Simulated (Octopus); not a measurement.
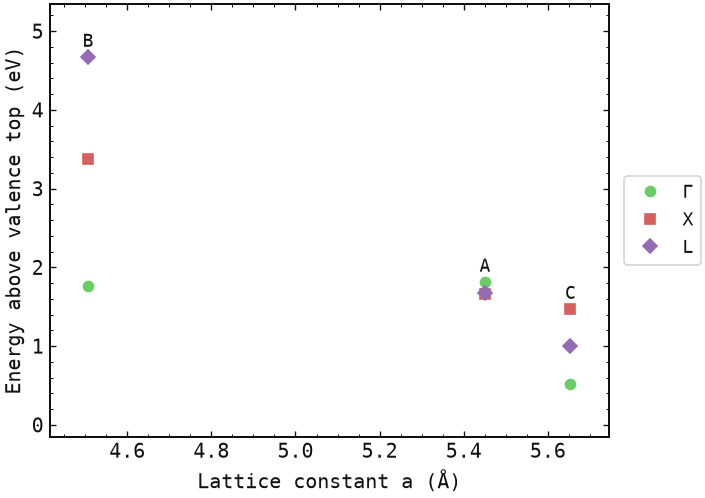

Lowest conduction level at each named k point, counted from the valence-band top at Γ, for three zincblende crystals against the lattice constant, each in its database cell. All by Octopus with PBE, without spin-orbit coupling, no moments; potentials: pseudodojo_pbe (PseudoDojo 0.5, PBE).

### Which letter is which compound? They are GaP, GaN and GaAs.

A is GaP; B is GaN; C is GaAs.

### How does the value at Γ change from N to As?

GaN 1.76, GaP 1.82 and GaAs 0.51 eV: it falls by 1.24 eV overall, and GaN and GaP lie too close to rank.

### With the valence top at Γ, which of these have their lowest conduction level there too?

GaN and GaAs (direct among these points); GaP has it at X or L.

```csv
compound,a (Å),k mesh,Γ (eV),X (eV),L (eV)
GaN,4.507,10×10×10,1.76,3.38,4.67
GaP,5.451,8×8×8,1.82,1.66,1.67
GaAs,5.654,8×8×8,0.51,1.47,1.00
```

LDA, GGA and most meta-GGA functionals understate gaps. The usual form of GaN is wurtzite. GaP: measured GaP has its conduction bottom near X; the order of its valleys hangs on the functional and the volume. GaAs: spin-orbit coupling is left out, which matters for As. The cells are as the databases list them, so they lie at different pressures for this functional.
